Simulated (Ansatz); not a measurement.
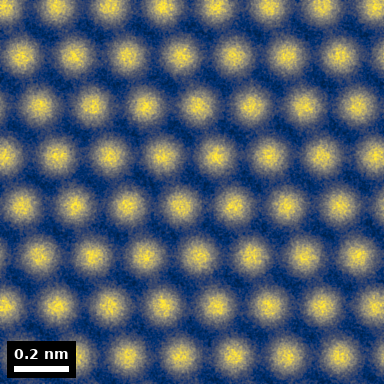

Z-contrast image of a crystal. The image is simulated as a sum over atoms of Z^1.6, blurred by a 1.12 Å probe (no channelling). The probe carries 25 % of its weight in a tail 2.5 times as wide. Shot noise was added.

What two-dimensional lattice does the image show, and how large is its cell?

The pattern repeats on a centred rectangular net of 2.2 × 3.2 Å.

Which plane group does this projection have?

c2mm: perpendicular mirror lines on a centred net, with further twofold points between them.

How many columns does the smallest repeating cell hold, and how many levels of brightness?

1 column in the primitive cell of 3.5 Å², all of one brightness.

The crystal is Be (Fm-3m, No. 225) seen along [110]. Structure: a calculation's starting geometry; the starting structure was generated, so it need not be a known form of this composition.
